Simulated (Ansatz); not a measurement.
Geometry relaxation of Ge (part 1 of 2)

System: Ge (R-3, 8 atoms in the cell).
Method: DFT r2SCAN, scalar-relativistic, plane waves, PAW, no spin polarisation (Ansatz 0.2.0).

The structure derives from a Materials Project entry. Figures and captions count atoms from 1; the log counts them from 0 in places.

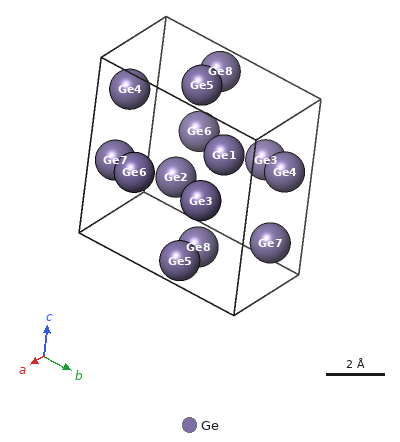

Figure 1. The structure as given in the input (spheres-only view of the cell of the calculation, seen slightly off an axis; atoms are numbered from 1 in the order of the input).

The input
```yaml
crystal:
  lattice:
    - [5.0124018495, 2.8939115571, 1.9886385167]
    - [-5.0124018495, 2.8939115571, 1.9886385167]
    - [0.0, -5.7878231142, 1.9886385167]
  atoms:
    - { symbol: Ge, position: [0.714481, 0.714481, 0.714481] }
    - { symbol: Ge, position: [0.285519, 0.285519, 0.285519] }
    - { symbol: Ge, position: [0.02693, 0.721767, 0.530053] }
    - { symbol: Ge, position: [0.530053, 0.02693, 0.721767] }
    - { symbol: Ge, position: [0.721767, 0.530053, 0.02693] }
    - { symbol: Ge, position: [0.97307, 0.278233, 0.469947] }
    - { symbol: Ge, position: [0.469947, 0.97307, 0.278233] }
    - { symbol: Ge, position: [0.278233, 0.469947, 0.97307] }
basis:
  ecutwfc: 500
kpoints:
  mp_grid: { grid: [6, 6, 6] }
hamiltonian:
  xc: r2scan
scf:
  occupations: { method: gaussian, width: 0.1 }
output:
  forces: true
  stress: true
  eigenvalues: true
  write_density: true
  write_potential: true
  elf: true
  volumetric_format: npy
relax:
  adjacent_minimum: "off"
  f_tol: 0.005
  max_steps: 80
  cell: { stress_tol: 0.05 }
```

Run as:
```bash
ansatz run input.yaml --threads 2 --pin off --max-ram 5120MiB --backend cpu --events-out ev --progress --plain --runs-dir out
```

The program's output
```
Engine: ansatz 0.2.0, x86_64-unknown-linux-gnu
Pseudopotentials: kind: paw
Pseudopotential: Ge, paw, valence charge 14, recommended cutoff 500 eV (meta_gga), Ge.paw.azcp
Functional definition: r2SCAN
  parameter k0 = 0.174
  parameter k1 = 0.065
  parameter a1 = 4.9479
  exchange = r2scan_x(k0 = k0, k1 = k1, a1 = a1)
  correlation = r2scan_c
Crystal: 8 atoms, lattice volume = 173.077 Å³
Basis set: ecut = 500 eV, 4381 PW (Γ), exchange–correlation on 180×180×180 points (64 copies of the dense FFT grid, shifted against one another)
Bands: 68, of which v1, the nominal top of the filled ones, is band 56 counted from 1 (55 counted from 0)
Symmetry: 6 space group operations
Space group: R-3 (ITA 148), of the structure as read, at distance tolerance 5.6e-5 Å
k-points: 40 of 216
Non-local potential: Ge, projectors of the file, l = 0: 2, l = 1: 2, l = 2: 3, l = 3: 1
PAW form: soft (Blöchl's): semilocal exchange-correlation on the pseudo side does not see the compensation charge
PAW frozen core: Ge, regenerated for the run's functional (the file was generated under x = pbe(κ = 0.804, μ = 0.2195149727645171), c = pbe(β = 0.06672455060314922))
PAW one-centre angular grid: Ge, 590 points (default); XC on 160 Gauss nodes
Initial density: superposition of atomic densities (neutral atoms: chi_scale 0, normalization atom), corrected by the library's trained network
Initial wavefunctions: pseudopotential atomic-orbital guess
Functional: x = r2scan, c = r2scan; τ floored in thin density (d = 2e-4 eV/Å³)
SCF iter   1: F=—  HF=-34421.728914 eV  |F-HF|=—  |Δ(HF+E_count)|=         —  Δρ=7.60e-3  dr2=4.87e-2  dr2_τ=1.25e-2  ethr=1.77e-3  ⟨swp⟩=5.8  Hψ=9646  notcnv=0  defer=12
preconditioner: auto → Resta (q_TF=auto, 2.537 Å⁻¹)  ε∞=2.6  [insulator: Δε(μ)=0.141 eV  Ē_g=23.306 eV  σ=0.100 eV  W_gap=0.63  n_scr=48 (ndim 8)  ℏωp=29.9 eV  f_vac=0.000  D(μ)=0.49/eV (n_scr^D=0)  ε∞_Penn≈2.6]
SCF iter   2: F=—  HF=-34421.763511 eV  |F-HF|=—  |Δ(HF+E_count)|=   3.46e-2  Δρ=2.54e-3  dr2=7.53e-3  dr2_τ=1.20e-4  ethr=4.35e-5  ⟨swp⟩=2.0  Hψ=5678  notcnv=0  defer=202
SCF iter   3: F=—  HF=-34421.764814 eV  |F-HF|=—  |Δ(HF+E_count)|=   1.30e-3  Δρ=1.64e-3  dr2=2.95e-3  dr2_τ=2.87e-5  ethr=6.73e-6  ⟨swp⟩=2.0  Hψ=4757  notcnv=0  defer=202
SCF iter   4: F=—  HF=-34421.765633 eV  |F-HF|=—  |Δ(HF+E_count)|=   8.20e-4  Δρ=1.49e-4  dr2=4.53e-5  dr2_τ=9.62e-7  ethr=2.64e-6  ⟨swp⟩=2.0  Hψ=3129  notcnv=0  defer=202
SCF iter   5: F=—  HF=-34421.765650 eV  |F-HF|=—  |Δ(HF+E_count)|=   1.63e-5  Δρ=3.85e-5  dr2=2.15e-6  dr2_τ=4.21e-8  ethr=4.04e-8  ⟨swp⟩=3.0  Hψ=4824  notcnv=0  defer=202
SCF iter   6: F=—  HF=-34421.765652 eV  |F-HF|=—  |Δ(HF+E_count)|=   2.39e-6  Δρ=7.26e-6  dr2=1.14e-7  dr2_τ=1.42e-9  ethr=1.92e-9  ⟨swp⟩=2.0  Hψ=4697  notcnv=0  defer=202
SCF iter   7: F=-34421.765652 eV  HF=-34421.765652 eV  |F-HF|=3.84e-8  |Δ(HF+E_count)|=   4.11e-8  Δρ=3.45e-6  dr2=2.49e-8  dr2_τ=2.33e-10  ethr=8.93e-11  ⟨swp⟩=12.9  Hψ=20948  notcnv=0
SCF 1 converged in 7 iterations: F = -34421.765652 eV  dr2 = 2.49e-8
  greatest PAW one-centre occupation: 0.998 electrons in one spin orbital (limit 2), on the Ge atom at site 5 (counted from 0), in its partial waves of l = 2
relax step   1: F+E_penalty+E_count = -34421.76565216 eV  Δ(F+E_penalty+E_count) = +0.000e0 eV  max|allowed force component| = 1.673e-1 eV/Å  Δτ_max = 0.0000 Å  P = -2.756 GPa  Ω = 173.077 Å³  (7 SCF iters, dr2 threshold 1.00e-7 eV, accepted)
Crystal: 8 atoms, lattice volume = 166.606 Å³
Basis set: ecut = 500 eV, 4195 PW (Γ), exchange–correlation on 180×180×180 points (64 copies of the dense FFT grid, shifted against one another)
Initial density: handed on by an earlier stage of this run
Initial wavefunctions: those handed on with the density
iter 1 solved again at ethr=8.09e-6 eV; its pass at ethr=3.10e-3 eV (dr2=9.06e-3 eV) is discarded
SCF iter   1: F=—  HF=-34421.776436 eV  |F-HF|=—  |Δ(HF+E_count)|=         —  Δρ=2.47e-3  dr2=9.15e-3  dr2_τ=2.55e-2  ethr=8.09e-6  ⟨swp⟩=1.9  Hψ=11960  notcnv=0
preconditioner: auto → Resta (q_TF=auto, 2.554 Å⁻¹)  ε∞=2.7  [insulator: Δε(μ)=0.182 eV  Ē_g=23.324 eV  σ=0.100 eV  W_gap=0.70  n_scr=48 (ndim 8)  ℏωp=30.4 eV  f_vac=0.000  D(μ)=0.27/eV (n_scr^D=0)  ε∞_Penn≈2.7]
SCF iter   2: F=—  HF=-34421.835384 eV  |F-HF|=—  |Δ(HF+E_count)|=   5.89e-2  Δρ=1.64e-3  dr2=3.13e-3  dr2_τ=2.34e-5  ethr=8.09e-6  ⟨swp⟩=2.3  Hψ=3938  notcnv=0
SCF iter   3: F=—  HF=-34421.836236 eV  |F-HF|=—  |Δ(HF+E_count)|=   8.51e-4  Δρ=3.22e-4  dr2=1.83e-4  dr2_τ=5.72e-6  ethr=2.80e-6  ⟨swp⟩=3.0  Hψ=4982  notcnv=0
SCF iter   4: F=—  HF=-34421.836172 eV  |F-HF|=—  |Δ(HF+E_count)|=   6.39e-5  Δρ=1.30e-4  dr2=1.46e-5  dr2_τ=4.25e-7  ethr=1.63e-7  ⟨swp⟩=2.0  Hψ=4959  notcnv=0
SCF iter   5: F=—  HF=-34421.836163 eV  |F-HF|=—  |Δ(HF+E_count)|=   8.89e-6  Δρ=4.90e-5  dr2=3.02e-6  dr2_τ=2.92e-8  ethr=1.30e-8  ⟨swp⟩=2.0  Hψ=4957  notcnv=0
SCF iter   6: F=-34421.836164 eV  HF=-34421.836164 eV  |F-HF|=5.42e-8  |Δ(HF+E_count)|=   1.24e-6  Δρ=7.56e-6  dr2=8.68e-8  dr2_τ=1.34e-9  ethr=7.14e-10  ⟨swp⟩=10.8  Hψ=19426  notcnv=0
SCF 2 converged in 6 iterations: F = -34421.836164 eV  dr2 = 8.68e-8
  greatest PAW one-centre occupation: 0.998 electrons in one spin orbital (limit 2), on the Ge atom at site 7 (counted from 0), in its partial waves of l = 2
relax step   2: F+E_penalty+E_count = -34421.83616404 eV  Δ(F+E_penalty+E_count) = -7.051e-2 eV  max|allowed force component| = 5.323e-2 eV/Å  Δτ_max = 0.0239 Å  P = +0.095 GPa  Ω = 166.606 Å³  energy of the carried Pulay correction = +2.209e-3 eV  (6 SCF iters, dr2 threshold 8.00e-7 eV, accepted)
Crystal: 8 atoms, lattice volume = 167.037 Å³
iter 1 solved again at ethr=4.26e-7 eV; its pass at ethr=3.10e-3 eV (dr2=4.77e-4 eV) is discarded
SCF iter   1: F=—  HF=-34421.832492 eV  |F-HF|=—  |Δ(HF+E_count)|=         —  Δρ=8.50e-4  dr2=4.39e-4  dr2_τ=2.83e-3  ethr=4.26e-7  ⟨swp⟩=2.1  Hψ=11812  notcnv=0
preconditioner: auto → Resta (q_TF=auto, 2.552 Å⁻¹)  ε∞=2.7  [insulator: Δε(μ)=0.167 eV  Ē_g=23.309 eV  σ=0.100 eV  W_gap=0.66  n_scr=48 (ndim 8)  ℏωp=30.4 eV  f_vac=0.000  D(μ)=0.28/eV (n_scr^D=0)  ε∞_Penn≈2.7]
SCF iter   2: F=—  HF=-34421.836909 eV  |F-HF|=—  |Δ(HF+E_count)|=   4.42e-3  Δρ=5.30e-4  dr2=1.75e-4  dr2_τ=1.63e-6  ethr=3.92e-7  ⟨swp⟩=2.8  Hψ=5184  notcnv=0
SCF iter   3: F=—  HF=-34421.836935 eV  |F-HF|=—  |Δ(HF+E_count)|=   2.59e-5  Δρ=2.08e-4  dr2=3.42e-5  dr2_τ=1.89e-7  ethr=1.56e-7  ⟨swp⟩=1.0  Hψ=2720  notcnv=0
SCF iter   4: F=—  HF=-34421.836945 eV  |F-HF|=—  |Δ(HF+E_count)|=   1.00e-5  Δρ=1.70e-5  dr2=3.93e-7  dr2_τ=9.63e-9  ethr=3.06e-8  ⟨swp⟩=2.0  Hψ=3210  notcnv=0
SCF iter   5: F=-34421.836945 eV  HF=-34421.836945 eV  |F-HF|=1.03e-7  |Δ(HF+E_count)|=   2.06e-7  Δρ=7.32e-6  dr2=6.81e-8  dr2_τ=1.53e-9  ethr=1.58e-10  ⟨swp⟩=9.8  Hψ=18859  notcnv=0
SCF 3 converged in 5 iterations: F = -34421.836945 eV  dr2 = 6.81e-8
  greatest PAW one-centre occupation: 0.998 electrons in one spin orbital (limit 2), on the Ge atom at site 6 (counted from 0), in its partial waves of l = 2
relax step   3: F+E_penalty+E_count = -34421.83694476 eV  Δ(F+E_penalty+E_count) = -7.807e-4 eV  max|allowed force component| = 1.415e-2 eV/Å  Δτ_max = 0.0114 Å  P = -0.021 GPa  Ω = 167.037 Å³  energy of the carried Pulay correction = +2.060e-3 eV  (5 SCF iters, dr2 threshold 1.77e-7 eV, accepted)
Crystal: 8 atoms, lattice volume = 166.954 Å³
Basis set: ecut = 500 eV, 4207 PW (Γ), exchange–correlation on 180×180×180 points (64 copies of the dense FFT grid, shifted against one another)
iter 1 solved again at ethr=2.01e-8 eV; its pass at ethr=3.10e-3 eV (dr2=2.26e-5 eV) is discarded
SCF iter   1: F=—  HF=-34421.836922 eV  |F-HF|=—  |Δ(HF+E_count)|=         —  Δρ=1.33e-4  dr2=2.12e-5  dr2_τ=6.11e-5  ethr=2.01e-8  ⟨swp⟩=2.1  Hψ=11146  notcnv=0
preconditioner: auto → Resta (q_TF=auto, 2.553 Å⁻¹)  ε∞=2.7  [insulator: Δε(μ)=0.163 eV  Ē_g=23.309 eV  σ=0.100 eV  W_gap=0.66  n_scr=48 (ndim 8)  ℏωp=30.4 eV  f_vac=0.000  D(μ)=0.29/eV (n_scr^D=0)  ε∞_Penn≈2.7]
SCF iter   2: F=—  HF=-34421.837042 eV  |F-HF|=—  |Δ(HF+E_count)|=   1.20e-4  Δρ=7.67e-5  dr2=4.30e-6  dr2_τ=6.43e-8  ethr=1.89e-8  ⟨swp⟩=2.0  Hψ=3578  notcnv=0
SCF iter   3: F=—  HF=-34421.837035 eV  |F-HF|=—  |Δ(HF+E_count)|=   7.71e-6  Δρ=2.71e-5  dr2=6.71e-7  dr2_τ=5.51e-9  ethr=3.84e-9  ⟨swp⟩=2.0  Hψ=3122  notcnv=0
SCF iter   4: F=—  HF=-34421.837035 eV  |F-HF|=—  |Δ(HF+E_count)|=   3.50e-7  Δρ=4.01e-6  dr2=3.34e-8  dr2_τ=3.46e-10  ethr=5.99e-10  ⟨swp⟩=2.0  Hψ=3356  notcnv=0
SCF iter   5: F=-34421.837035 eV  HF=-34421.837035 eV  |F-HF|=1.15e-8  |Δ(HF+E_count)|=   8.96e-9  Δρ=2.06e-6  dr2=8.10e-9  dr2_τ=7.96e-11  ethr=1.22e-11  ⟨swp⟩=9.0  Hψ=15612  notcnv=0
SCF 4 converged in 5 iterations: F = -34421.837035 eV  dr2 = 8.10e-9
relax step   4: F+E_penalty+E_count = -34421.83703506 eV  Δ(F+E_penalty+E_count) = -9.030e-5 eV  max|allowed force component| = 2.758e-3 eV/Å  Δτ_max = 0.0026 Å  P = -0.006 GPa  Ω = 166.954 Å³  energy of the carried Pulay correction = +2.089e-3 eV  (5 SCF iters, dr2 threshold 1.37e-8 eV, accepted)
Initial wavefunctions: pseudopotential atomic-orbital guess (no wavefunctions were taken with the density)
iter 1 solved again at ethr=1.74e-7 eV; its pass at ethr=3.10e-3 eV (dr2=1.94e-4 eV) is discarded
SCF iter   1: F=—  HF=-34421.835103 eV  |F-HF|=—  |Δ(HF+E_count)|=         —  Δρ=3.15e-5  dr2=2.84e-7  dr2_τ=1.55e-6  ethr=1.74e-7  ⟨swp⟩=2.1  Hψ=15272  notcnv=0
preconditioner: auto → Resta (q_TF=auto, 2.553 Å⁻¹)  ε∞=2.7  [insulator: Δε(μ)=0.163 eV  Ē_g=23.309 eV  σ=0.100 eV  W_gap=0.65  n_scr=48 (ndim 8)  ℏωp=30.4 eV  f_vac=0.000  D(μ)=0.29/eV (n_scr^D=0)  ε∞_Penn≈2.7]
SCF iter   2: F=—  HF=-34421.835093 eV  |F-HF|=—  |Δ(HF+E_count)|=   9.92e-6  Δρ=2.31e-5  dr2=2.76e-7  dr2_τ=2.05e-8  ethr=2.54e-10  ⟨swp⟩=2.0  Hψ=4959  notcnv=0
SCF iter   3: F=—  HF=-34421.835094 eV  |F-HF|=—  |Δ(HF+E_count)|=   2.92e-7  Δρ=6.34e-6  dr2=1.99e-8  dr2_τ=2.62e-9  ethr=2.47e-10  ⟨swp⟩=2.0  Hψ=3359  notcnv=0
SCF iter   4: F=—  HF=-34421.835094 eV  |F-HF|=—  |Δ(HF+E_count)|=   1.19e-8  Δρ=8.64e-7  dr2=4.85e-10  dr2_τ=1.04e-11  ethr=1.77e-11  ⟨swp⟩=2.0  Hψ=4959  notcnv=0
SCF iter   5: F=—  HF=-34421.835094 eV  |F-HF|=—  |Δ(HF+E_count)|=  5.97e-10  Δρ=1.64e-7  dr2=4.47e-11  dr2_τ=6.90e-13  ethr=1.00e-12  ⟨swp⟩=7.0  Hψ=13086  notcnv=0
SCF iter   6: F=-34421.835094 eV  HF=-34421.835094 eV  |F-HF|=7.28e-12  |Δ(HF+E_count)|=  2.18e-11  Δρ=7.77e-8  dr2=6.28e-12  dr2_τ=1.89e-13  ethr=1.00e-12  ⟨swp⟩=5.3  Hψ=10253  notcnv=0
SCF 5 converged in 6 iterations: F = -34421.835094 eV  dr2 = 6.28e-12
relax step   5: F+E_penalty+E_count = -34421.83509354 eV  Δ(F+E_penalty+E_count) = +1.942e-3 eV  max|allowed force component| = 2.778e-3 eV/Å  Δτ_max = 0.0000 Å  P = -0.014 GPa  Ω = 166.954 Å³  stress off target by 2.22e-2 GPa  SCF on the basis re-selected at this cell (its energy is not comparable with the rows above)  (6 SCF iters)
```

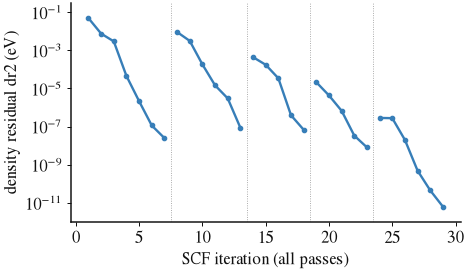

Figure 2. Convergence of the self-consistent field: density residual dr2 against the SCF iteration. The dotted lines part the SCF passes of the relaxation: geometry steps, rejected trials and re-solves on a re-selected basis. The 5 passes take 5 to 7 iterations each, 29 in all.

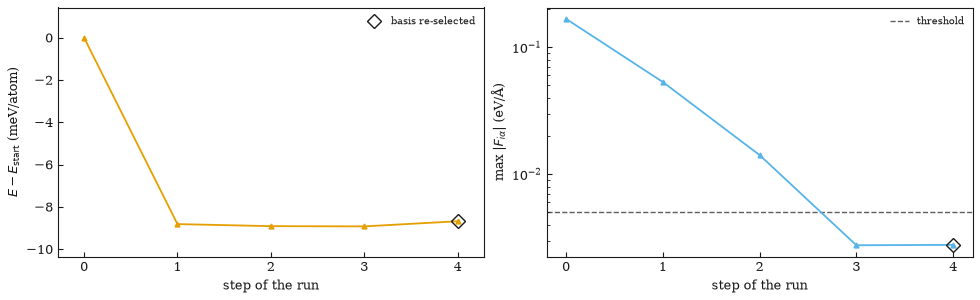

Figure 3. Progress of the relaxation, step by step (the first geometry is step 0 here and step 1 in the log).

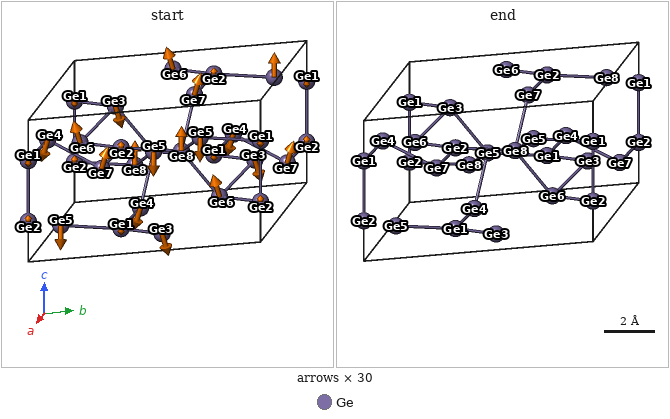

Figure 4. Before (left) and after (right) the relaxation, at one scale (ball-and-stick view of the cell 3 times as large as that of the calculation, set on its symmetry axes, seen slightly off an axis). The orange arrows give the displacements (without the part carried along by the change of the cell), magnified 30 times. The largest moves relative to the cell, 0.035 Å, are those of Ge3, Ge4, Ge5, Ge6, Ge7 and Ge8. The drawn cell changes as follows: a = b 10.025 → 9.892 Å (−1.3 %), c 5.966 → 5.910 Å (−0.9 %); the volume changes by −3.5 %. Among the contacts that change: Ge1–Ge2 2.559 → 2.516 Å, Ge3–Ge6 2.497 → 2.455 Å, Ge3–Ge4 2.540 → 2.505 Å, Ge1–Ge3 2.526 → 2.493 Å. The space group stays R-3 (No. 148). After 3 geometry steps the energy has fallen by 8.9 meV per atom. Largest force component: 0.17 eV/Å at the start, 0.0028 eV/Å at the end. Pressure: −2.76 GPa at the start and −0.01 GPa at the end. A last SCF at the same geometry on a re-selected plane-wave basis shifts the energy by +0.2 meV per atom. (Atoms are counted from 1 in the order of the input.)
